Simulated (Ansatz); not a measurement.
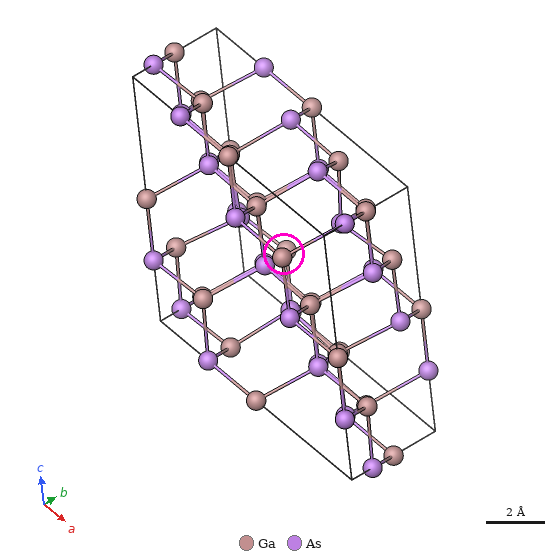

Drawn in the ball-and-stick manner and seen slightly off an axis. Lines trace the edges of the supercell. The host is GaAs, in a cell of 32 sites, and the cell is neutral. A ring marks the defect's site.

### What kind of defect was put in?

A gallium vacancy. Around the empty site lie four As at about 2.2 to 2.3 Å.

Level of theory and settings: DFT PBEsol, scalar-relativistic, plane waves, PAW in Ansatz 0.2.0, plane-wave cutoff 420 eV, a 2×2×2 mesh of k-points, Gaussian smearing of 0.02 eV, collinear spins.

### Does the calculation give a net moment?

Yes, 1.5 μB in the cell.

The atoms were relaxed in the host's cell with DFT PBEsol, scalar-relativistic, plane waves, PAW (Ansatz 0.2.0).
